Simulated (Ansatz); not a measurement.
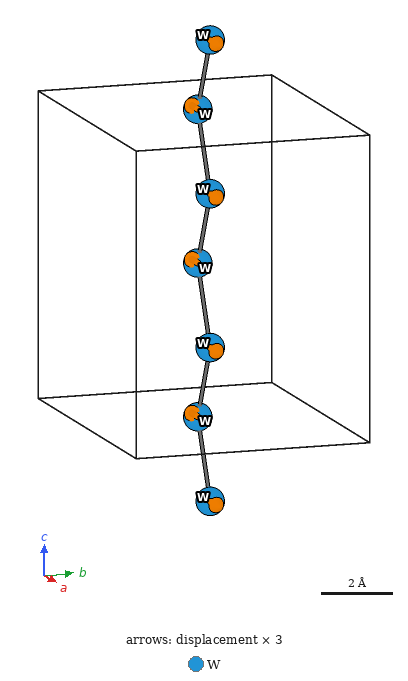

A relaxation of a wire of composition W. The starting structure is drawn; orange arrows show the displacements (the part carried along by the change of the cell is left out), 3 times their true length.

The picture is a ball-and-stick view of the 2 repeat of the cell, with the vacuum cut short, seen slightly off an axis.

Case: zigzag chain of atoms.

Theory: DFT PBE, scalar-relativistic, plane waves, PAW (Ansatz 0.2.0). Settings: plane-wave cutoff 420 eV; k-point mesh 1 × 1 × 15; occupations gaussian; smearing width 0.05 eV; collinear spin; cell relaxed at fixed a, b, alpha, beta, gamma; force threshold 0.01 eV/Å; at most 45 steps.

**Describe the change and its energy.**

The energy falls by 3.456 eV per cell of the calculation in 10 accepted moves (11 points after the start). The largest force component goes from 0.43 to 0.0091 eV/Å. The SCF was repeated once at an unchanged geometry on a basis and grid sized afresh for the cell, which shifted the energy by 1.4 meV per cell of the calculation at most. The largest moves relative to the layer's centre, 0.32 Å, are those of W atoms. Along the periodic axis the drawn cell goes c 8.933 → 5.950 Å (−33.4 %). Near-neighbour distances that change, for instance: W–W 4.466 → 2.975 Å, W–W 2.497 → 2.297 Å. Bond angles that change, for instance: W–W–W 126.9° → 80.7°. The program noted that the starting moments weren't kept. Cost: 5.1 min on 2 threads of Intel(R) Xeon(R) Processor @ 2.50GHz (Skylake/Cascade Lake), on a shared host, peak memory 0.66 GiB.

Limits of the set-up: the k-point mesh is coarse for a cell with partly filled bands.
